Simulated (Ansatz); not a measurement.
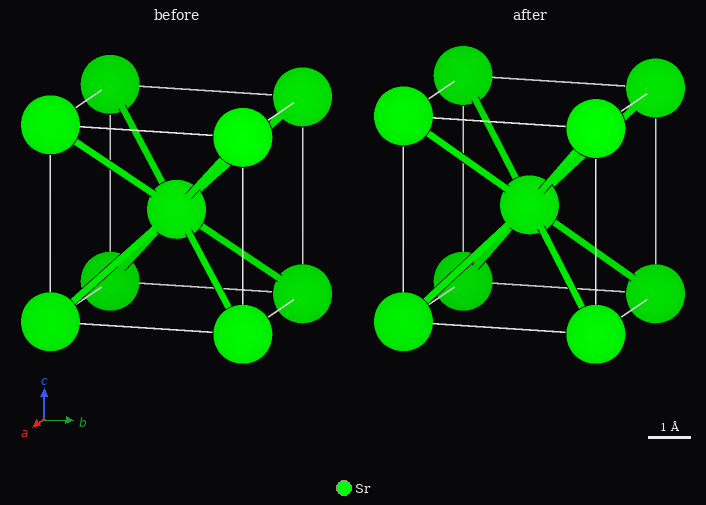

Left: solid Sr (set up in Im-3m). Right: the same structure after one change, at the same scale. The picture is a ball-and-stick view of the cell of the calculation, seen slightly off an axis.

Theory: DFT r2SCAN, scalar-relativistic, plane waves, PAW (Ansatz 0.2.0). Settings: plane-wave cutoff 500 eV; k-point mesh 10 × 10 × 10; occupations gaussian; smearing width 0.1 eV; no spin polarisation.

Q: What was changed?

A: Strain along c alone, +4.5 %, is applied. Symmetry leaves the atoms no freedom, so this is a single point.

Q: And its effect?

A: Near-neighbour distances before and after: Sr–Sr 4.165 → 4.229 Å. The space group (tolerance 0.01 Å) goes from Im-3m (No. 229) to I4/mmm (No. 139). Energy change: +2.7 meV per atom. The pressure goes from 0.0 to −0.4 GPa. All forces vanish by symmetry.
